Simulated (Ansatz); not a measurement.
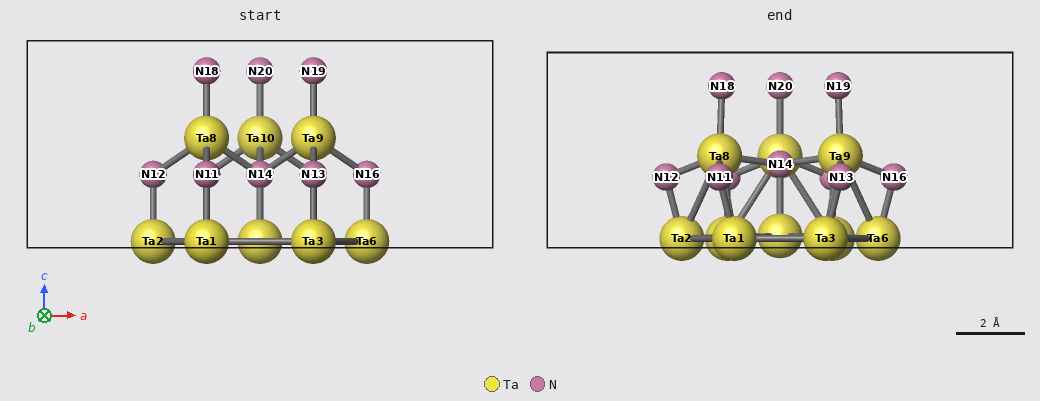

The structure of a wire of composition TaN before (left) and after (right) a relaxation, at one scale.

The picture is a ball-and-stick view of the cell of the calculation, with the vacuum cut short, seen along the b axis.

Case: wire along [0 0 1], 20 atoms a period.

Theory: DFT PBE, scalar-relativistic, plane waves, PAW (Ansatz).

Input
```yaml
crystal:
  lattice:
    - [15.3, 0.0, 0.0]
    - [0.0, 14.8, 0.0]
    - [0.0, 0.0, 6.1049970274]
  atoms:
    - { symbol: Ta, position: [0.3969969755, 0.3155662825, 0.0305473929], spin: 0.9 }
    - { symbol: Ta, position: [0.293993951, 0.5, 0.0305473929], spin: 0.9 }
    - { symbol: Ta, position: [0.6030030245, 0.3155662825, 0.0305473929], spin: 0.9 }
    - { symbol: Ta, position: [0.5, 0.5, 0.0305473929], spin: 0.9 }
    - { symbol: Ta, position: [0.3969969755, 0.6844337175, 0.0305473929], spin: 0.9 }
    - { symbol: Ta, position: [0.706006049, 0.5, 0.0305473929], spin: 0.9 }
    - { symbol: Ta, position: [0.6030030245, 0.6844337175, 0.0305473929], spin: 0.9 }
    - { symbol: Ta, position: [0.3969969755, 0.4385220942, 0.5305473929], spin: 0.9 }
    - { symbol: Ta, position: [0.6030030245, 0.4385220942, 0.5305473929], spin: 0.9 }
    - { symbol: Ta, position: [0.5, 0.6229558116, 0.5305473929], spin: 0.9 }
    - { symbol: "N", position: [0.3969969755, 0.3155662825, 0.3544526071], spin: 0.3 }
    - { symbol: "N", position: [0.293993951, 0.5, 0.3544526071], spin: 0.3 }
    - { symbol: "N", position: [0.6030030245, 0.3155662825, 0.3544526071], spin: 0.3 }
    - { symbol: "N", position: [0.5, 0.5, 0.3544526071], spin: 0.3 }
    - { symbol: "N", position: [0.3969969755, 0.6844337175, 0.3544526071], spin: 0.3 }
    - { symbol: "N", position: [0.706006049, 0.5, 0.3544526071], spin: 0.3 }
    - { symbol: "N", position: [0.6030030245, 0.6844337175, 0.3544526071], spin: 0.3 }
    - { symbol: "N", position: [0.3969969755, 0.4385220942, 0.8544526071], spin: 0.3 }
    - { symbol: "N", position: [0.6030030245, 0.4385220942, 0.8544526071], spin: 0.3 }
    - { symbol: "N", position: [0.5, 0.6229558116, 0.8544526071], spin: 0.3 }
basis:
  ecutwfc: 420
kpoints:
  mp_grid: { grid: [1, 1, 9] }
hamiltonian:
  xc: pbe
scf:
  occupations: { method: gaussian, width: 0.05 }
  lower_state_search: "off"
output:
  forces: true
  stress: true
  eigenvalues: true
  populations: true
  write_density: true
  write_potential: true
  elf: true
  volumetric_format: npy
magnetization:
  spin_polarized: true
relax:
  adjacent_minimum: "off"
  f_tol: 0.02
  max_steps: 45
  cell: { fix: [a, b, alpha, beta, gamma], stress_tol: 0.03 }
```

Run as
```bash
ansatz run input.yaml --threads 4 --pin off --max-ram 11264MiB --backend cpu --events-out ev --progress --plain --runs-dir out
```

### Summarise the run.

The run was cut off at its time limit before the relaxation converged, so the last structure is only a point on the way. N14 moves most relative to the centre of the atoms: 0.42 Å. Largest moves by element: N 0.42 Å, Ta 0.42 Å. Along the periodic axis the drawn cell goes c 6.105 → 5.762 Å (−5.6 %). Some distances before and after: Ta5–Ta10 3.554 → 2.915 Å, Ta1–Ta8 3.554 → 2.915 Å, Ta1–Ta3 3.152 → 2.693 Å, Ta4–Ta10 3.554 → 3.129 Å. Bond angles that change, for instance: N14–Ta8–N18 120.6° → 94.6°, Ta4–N14–Ta8 120.6° → 96.8°, Ta8–N14–Ta9 96.4° → 118.7°. Over 7 geometry steps the energy falls by 10.838 eV per cell of the calculation. Largest force component: 4.6 eV/Å at the start, 0.13 eV/Å at the end. The program noted that the starting moments weren't kept.
